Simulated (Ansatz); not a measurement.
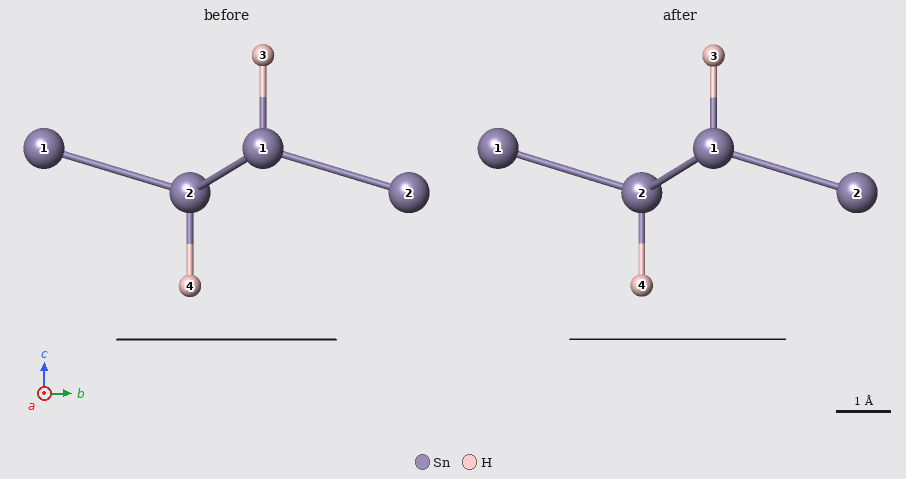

The structure of a slab of composition SnH before (left) and after (right) a relaxation, at one scale.

A ball-and-stick model of the 2 × 1 repeat of the cell, outlined in the plane, without the vacuum, seen along the a axis.

All numbers below come from DFT, PBEsol, plane waves, PAW (Ansatz).

Input
```yaml
crystal:
  lattice:
    - [4.7134077422, 0.0, 0.0]
    - [-2.3567038711, 4.0819308431, 0.0]
    - [0.0, 0.0, 32.366933336]
  atoms:
    - { symbol: Sn, position: [0.3333333333, 0.6666666667, 0.3216805084] }
    - { symbol: Sn, position: [0.6666666667, 0.3333333333, 0.2962340711] }
    - { symbol: H, position: [0.3333333333, 0.6666666667, 0.3753505311] }
    - { symbol: H, position: [0.6666666667, 0.3333333333, 0.2425640483] }
  periodic: [true, true, false]
kpoints:
  mp_grid: { grid: [6, 6, 1] }
hamiltonian:
  xc: pbesol
scf:
  occupations: { method: fermi_dirac, width: 0.02 }
relax:
  f_tol: 0.005
  cell: {}
```

Launched with:
```bash
ansatz run input.yaml --threads 4 --pin off --max-ram 5529MiB --backend cpu --events-out ev --progress --plain --runs-dir out
```

### What changed between the two?

The energy falls by 17.2 meV per cell of the calculation in 4 accepted moves (6 points after the start). The largest force component goes from 0.092 to 0.00023 eV/Å. The line search rejected the trial step at point 1 of the run. At 1 point the geometry stayed and the basis and grid were re-selected for the new cell (energy shift of 1.0 meV per cell of the calculation at most each time). The largest moves relative to the cell and the layer's centre, 0.008 Å, are those of H3 and H4. H3 goes along the normal (−c). Largest moves by element: H 0.008 Å, Sn 0.001 Å. In the plane the drawn cell goes a 9.427 → 9.268 Å (−1.7 %), b 4.713 → 4.634 Å (−1.7 %). Among the contacts that change: Sn1–Sn2 2.843 → 2.800 Å, Sn1–H3 1.737 → 1.728 Å.
